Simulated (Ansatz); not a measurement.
# Si2Ni: what the electrons do

Space group Fm-3m; the calculation finds a residual pressure of about 3 GPa at this fixed cell; spin-polarised.

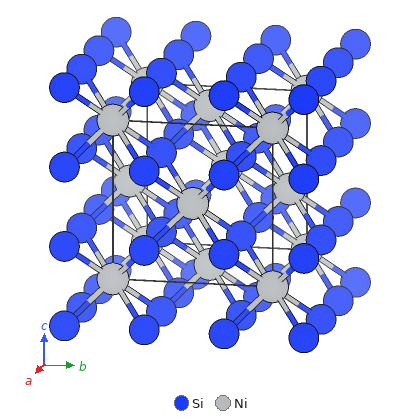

The conventional cell.

```cif
data_structure
_symmetry_space_group_name_H-M 'P 1'
_symmetry_Int_Tables_number 1
_cell_length_a 5.4060
_cell_length_b 5.4060
_cell_length_c 5.4060
_cell_angle_alpha 90.000
_cell_angle_beta 90.000
_cell_angle_gamma 90.000
_cell_volume 157.99
loop_
_atom_site_label
_atom_site_type_symbol
_atom_site_fract_x
_atom_site_fract_y
_atom_site_fract_z
_atom_site_occupancy
Si1 Si 0.25000 0.25000 0.25000 1
Si2 Si 0.75000 0.75000 0.25000 1
Si3 Si 0.75000 0.25000 0.75000 1
Si4 Si 0.25000 0.75000 0.75000 1
Si5 Si 0.75000 0.25000 0.25000 1
Si6 Si 0.25000 0.75000 0.25000 1
Si7 Si 0.25000 0.25000 0.75000 1
Si8 Si 0.75000 0.75000 0.75000 1
Ni1 Ni 0.00000 0.00000 0.00000 1
Ni2 Ni 0.50000 0.50000 0.00000 1
Ni3 Ni 0.50000 0.00000 0.50000 1
Ni4 Ni 0.00000 0.50000 0.50000 1
```

Level of theory: Ansatz 0.2.0, DFT PBE, scalar-relativistic, plane waves, PAW.

Core electrons are frozen (PAW), so the maps are meaningful between the atoms, not at the nuclei.

### 1. Bonding charge

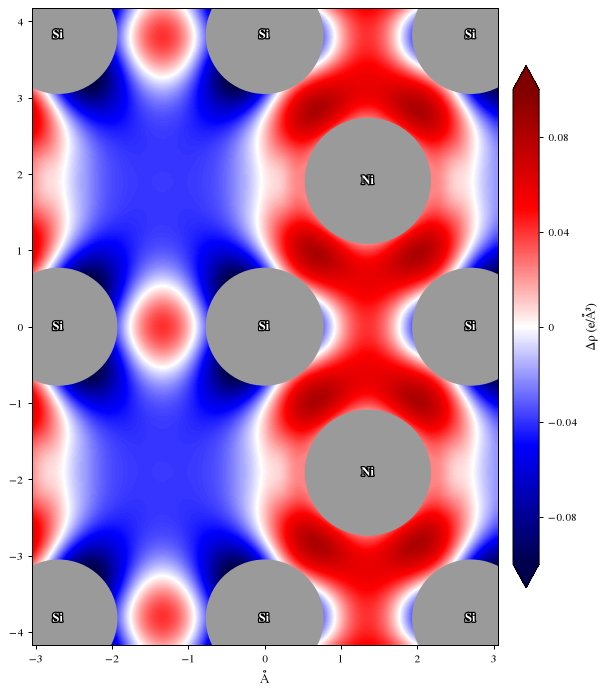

Bonding charge density, ρ(crystal) − Σ ρ(neutral atoms): a map on the (011) plane of the conventional cell, with grey discs over the atomic cores. Cores are masked to 0.8 Å (Si) and 0.8 Å (Ni).

Question: Describe the bonding charge.

Answer: Ni–Si (2.34 Å): Δρ is +0.08 e/Å³ at the midpoint, where it peaks: a build-up of bond charge. Si–Si (2.70 Å): Δρ is +0.04 e/Å³ at the midpoint. Over the whole cell, outside the masked cores, the largest gain, 0.08 e/Å³, lies 1.1 Å from a nickel nucleus and 1.2 Å from a silicon one, and the largest loss lies at the edge of the masked core of Si. The rearranged charge, half the integral of |Δρ|, is about 0.22 e an atom. Bader charges: Si +0.43 and Ni −0.87 e. Among metals such charges hang on how the charge between the atoms is shared out.

### 2. Change of volume

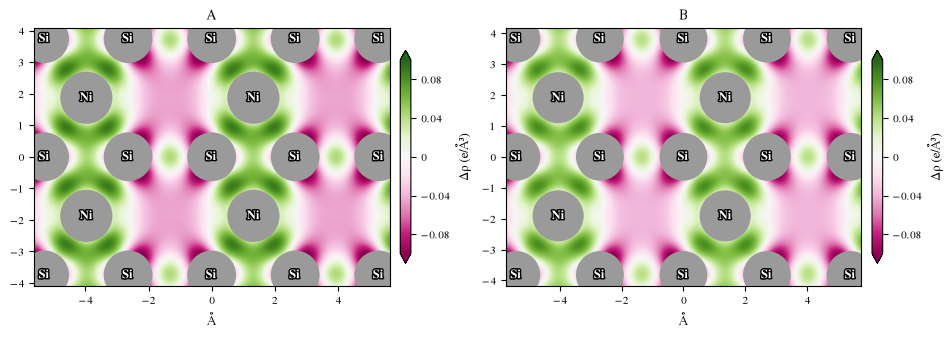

Si2Ni: deformation density on the (011) plane of the conventional cell at two volumes, with the same fractional coordinates and one colour scale. Grey discs cover the cores. Panel A has 94 % of the volume of panel B.

Question: What changes between the database cell and the scaled one?

Answer: From B to A, Ni–Si goes from 2.34 to 2.29 Å, and Δρ at its midpoint from +0.08 to +0.09 e/Å³. The pressure is 3 GPa in B and 15 GPa in A. The rearranged charge is 0.22 e an atom in B and 0.23 e in A.

### 3. Moving an atom

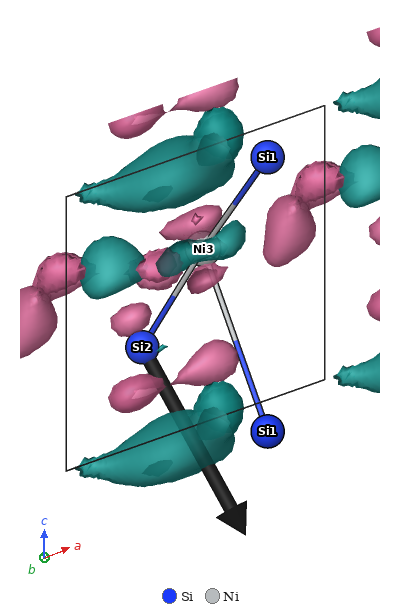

Si2 was moved by 0.10 Å roughly along [1 0 −2] in the axes of the cell drawn (arrow, not to scale). Change of the density less the rigid motion of the neutral atom's own density: teal surfaces at +0.008 and pink ones at −0.008 e/Å³, in the cell of the calculation (origin moved) seen along the b axis.

Question: How do the electrons respond beyond following the atom?

Answer: About 0.06 e is rearranged in the cell. Outside the cores the largest gain, 0.03 e/Å³, lies 1.0 Å from a nickel nucleus and 1.3 Å from a silicon one, and the largest loss, 0.013 e/Å³, lies 0.9 Å from a silicon nucleus.

Question: What restoring force does the calculation give for this move?

Answer: The force on it changes by 0.89 eV/Å along the move, against it: a stiffness of about 8.9 eV/Å² for this sublattice shift.

### 4. Putting it together

The two pressures give a mean stiffness −ΔP/Δln V of about 184 GPa over this range, with the atoms held at their fractional positions.

Run times: 31 s (base cell), 32 s (scaled cell) and 3.1 min (moved atom), on 2 threads of Arm Neoverse N1, with other jobs on the host.
